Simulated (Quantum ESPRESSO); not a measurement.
## MoSi2: 7 runs along one coordinate

System: MoSi2 (I4/mmm, 3 atoms in the cell).
Method: Kohn-Sham DFT of a periodic cell, LDA, GBRV 1.5 LDA, no spin polarisation (Quantum ESPRESSO 7.5).

The 7 runs differ only in the geometry, by an even scaling of the cell at fixed fractional positions. The structure derives from an entry of the Crystallography Open Database.

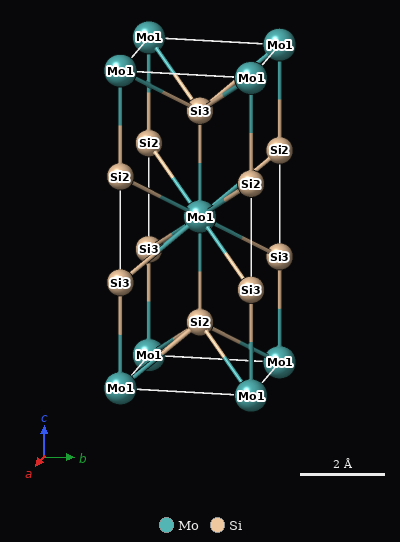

Figure 1. The structure of run 4 (ball-and-stick view of the cell 2 times as large as that of the calculation, set on its symmetry axes, seen slightly off an axis; atoms are numbered from 1 in the order of the input). An atom can appear more than once, as a periodic image.

### Input of run 4
```
&CONTROL
  calculation = 'scf'
  prefix = 'pwscf'
  outdir = './tmp'
  pseudo_dir = './pseudo'
  tprnfor = .true.
  tstress = .true.
  disk_io = 'nowf'
/
&SYSTEM
  ibrav = 0
  nat = 3
  ntyp = 2
  ecutwfc = 45
  ecutrho = 360
  nbnd = 18
  occupations = 'smearing'
  smearing = 'fd'
  degauss = 0.00367493
/
&ELECTRONS
  conv_thr = 6d-10
  electron_maxstep = 120
  mixing_beta = 0.5
/
ATOMIC_SPECIES
Mo    95.9500 mo_lda_v1.uspp.F.UPF
Si    28.0850 si_lda_v1.uspp.F.UPF
CELL_PARAMETERS angstrom
  -1.6000000000    1.6000000000    3.9305000000
   1.6000000000   -1.6000000000    3.9305000000
   1.6000000000    1.6000000000   -3.9305000000
ATOMIC_POSITIONS crystal
Mo     0.0000000000    0.0000000000    0.0000000000
Si     0.6670000000    0.6670000000    0.0000000000
Si     0.3330000000    0.3330000000    0.0000000000
K_POINTS automatic
12 12 12 0 0 0
```

Command:
```bash
OMP_NUM_THREADS=1 mpirun -n 2 pw.x -nk 2 -in pw.in > pw.out
```

Run 6 differs from it as follows:
```diff
-  -1.6000000000    1.6000000000    3.9305000000
-   1.6000000000   -1.6000000000    3.9305000000
-   1.6000000000    1.6000000000   -3.9305000000
+  -1.6210550461    1.6210550461    3.9822230367
+   1.6210550461   -1.6210550461    3.9822230367
+   1.6210550461    1.6210550461   -3.9822230367
```

### Results, with one run withheld

```tsv
run	volume per atom (Å³)	free energy per atom, from the lowest run given (meV)	pressure (GPa)
1	12.611	10.21	8.07
2	12.879	0.87	2.74
3	13.148	0.00	−2.02
4	13.416	6.70	−6.30
5	13.684	20.15	−10.10
6	13.953	?	?
7	14.221	64.57	−16.56
```

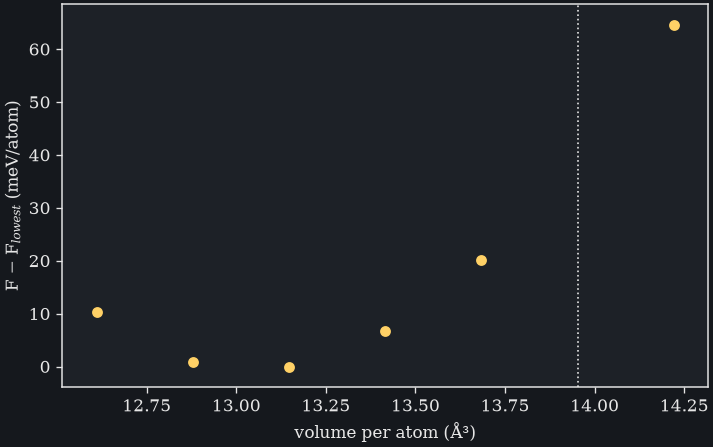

Figure 2. Free energy per atom of the runs given; the dotted line marks run 6.

Fit the runs given and predict run 6.

A cubic polynomial in V^(−2/3) (the Birch–Murnaghan form), fitted to the 6 runs given, misses them by under 0.01 meV per atom. With x = V^(−2/3) − 0.17806 Å⁻², it reads F = 3.1788 − 3118.2 x + 6.3861e+05 x² + 9.206e+05 x³ (meV per atom). At run 6 it gives 39.70 meV per atom, and the run itself gives 39.66. The slope of the fit gives a pressure −dF/dV of −13.32 GPa there, and the run prints −13.51 GPa. The two needn't agree exactly: the fit is approximate, and the printed stress is taken on a finite basis. The fit has its minimum at 13.041 Å³ per atom, where V d²F/dV² gives 230 GPa. Cell shape and fractional positions are held, so this is the stiffness under even scaling; the relaxed bulk modulus wasn't computed.

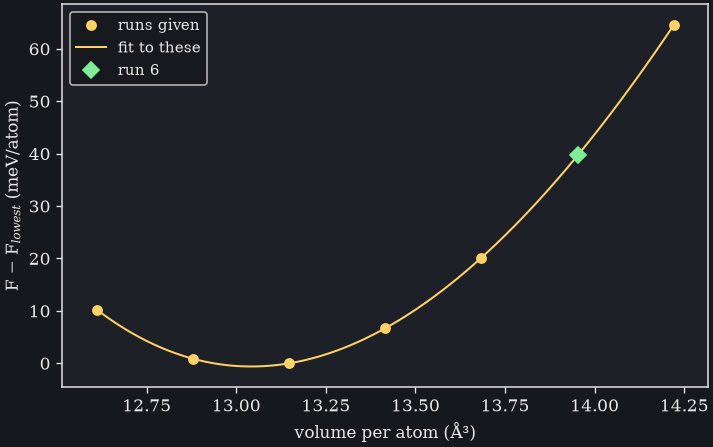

Figure 3. The fit and the withheld run.

### Some lines of the output (run 6)
```
[...]
     number of k points=   163  Fermi-Dirac smearing, width (Ry)=  0.0037
     total energy              =    -158.86652297 Ry
     total energy              =    -158.86987116 Ry
     total energy              =    -158.87891298 Ry
     total energy              =    -158.87969252 Ry
     total energy              =    -158.87975019 Ry
     total energy              =    -158.87975133 Ry
     total energy              =    -158.87975148 Ry
     total energy              =    -158.87975149 Ry
     the Fermi energy is    15.0872 ev
!    total energy              =    -158.87975149 Ry
     The total energy is F=E-TS. E is the sum of the following terms:
     Computing stress (Cartesian axis) and pressure
          total   stress  (Ry/bohr**3)                   (kbar)     P=     -135.14
```

Notes on the run: negative rho.
